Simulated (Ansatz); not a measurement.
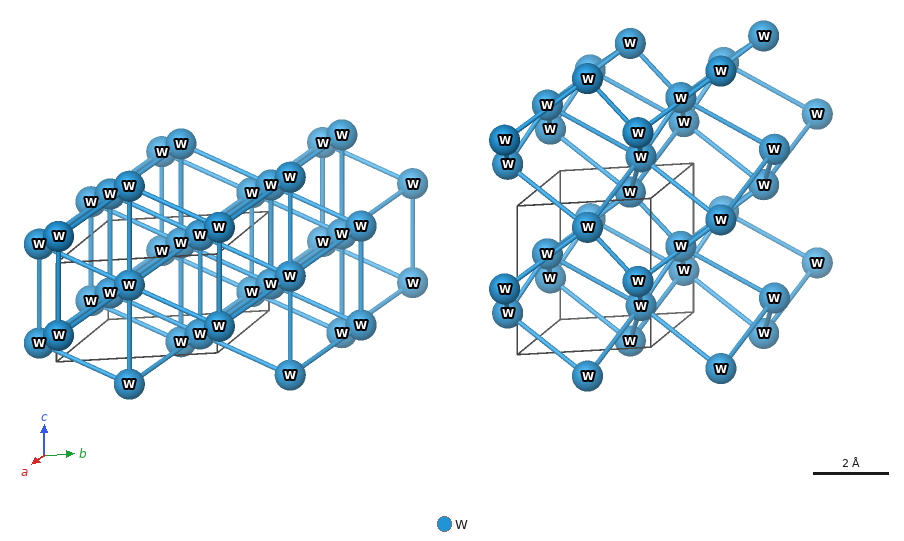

Two geometries of crystalline W (built on the trigonal selenium_152 type) (coarse preliminary run), drawn at one scale. One is the start of a relaxation, the other its converged end. Style: ball-and-stick. Shown: the cell of the calculation, repeated 2 × 2 × 2 with one cell outlined, slightly off an axis.

Level of theory: Ansatz 0.2.0, DFT PBEsol, scalar-relativistic, plane waves, PAW. Settings: plane-wave cutoff 420 eV; k-point mesh 6 × 6 × 4; occupations gaussian; smearing width 0.1 eV; no spin polarisation; cell and atoms relaxed; force threshold 0.04 eV/Å; at most 70 steps.

**Which of the two is the end point?**

The left one is the relaxed one. Case: trigonal selenium type (P3_121, No. 152). The largest moves relative to the cell, 0.48 Å, are those of W atoms. The drawn cell changes as follows: a = b 3.675 → 4.432 Å (+20.6 %), c 4.169 → 2.773 Å (−33.5 %); the volume changes by −3.2 %. Some distances before and after: W–W 4.169 → 2.773 Å, W–W 1.997 → 2.721 Å, W–W 3.762 → 3.157 Å, W–W 2.892 → 2.721 Å. Bond angles that change, for instance: W–W–W 103.1° → 70.9°, W–W–W 78.9° → 109.1°, W–W–W 99.0° → 70.9°. The space group (tolerance 0.01 Å) goes from P3_121 (No. 152) to R-3m (No. 166). The energy falls by 4534 meV per atom in 14 accepted moves (17 points after the start). The largest force component goes from 18 to under 0.0001 eV/Å. The pressure goes from 96.37 to 0.02 GPa. The line search rejected the trial step at point 10 of the run. The SCF was repeated twice at an unchanged geometry on a basis and grid sized afresh for the cell, which shifted the energy by 17.8 meV per atom at most. The run took roughly 60 core-seconds on a shared host.

Limits of the set-up: the k-point mesh is coarse for a cell with partly filled bands.
